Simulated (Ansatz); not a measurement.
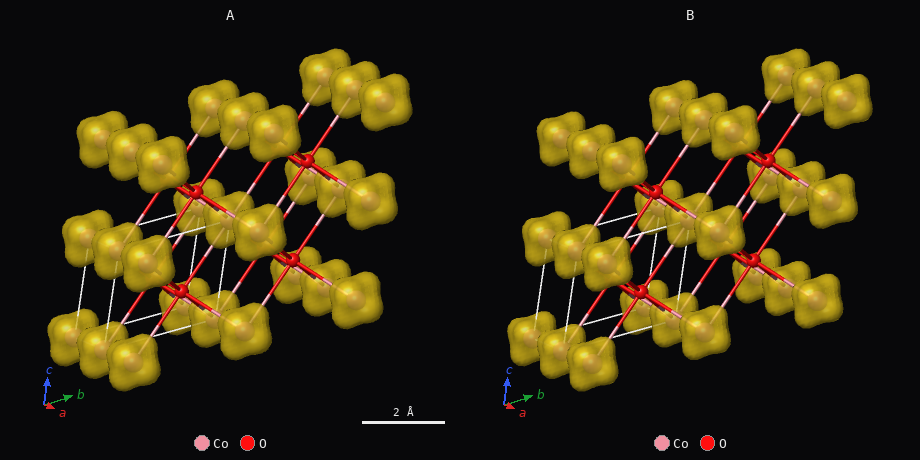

Figure. CoO. Spin density of two self-consistent states of the same cell, at +0.3 (yellow) and −0.3 e/Å³ (cyan).

Space group R-3m; a structure from a database of computed crystals, not necessarily the ambient phase; computed pressure about −21 GPa in this cell; spin-polarised.

Method: Kohn-Sham DFT of a periodic cell, PBEsol, Ansatz PAW (Ansatz 0.2.0).

The density is the valence pseudo-density of a PAW calculation; it isn't the true density close to the nuclei.

```
Co O
1.0
     1.50547    0.86918    2.43993
    -1.50547    0.86918    2.43993
     0.00000   -1.73837    2.43993
Co O
1 1
Direct
  0.00000 0.00000 0.00000
  0.50000 0.50000 0.50000
```

Question: Which magnetic state is the more stable, and how do they differ?

Answer: State A: parallel main moments, as they must be, since the calculation's own cell holds one magnetic site; Co: +1.8 μB in one cell of 2 atoms, with smaller moments on O (up to +0.10 μB). State B: parallel main moments, as they must be, since the calculation's own cell holds one magnetic site; Co: +1.4 μB in one cell of 2 atoms. State A lies lower by 59 meV per atom.
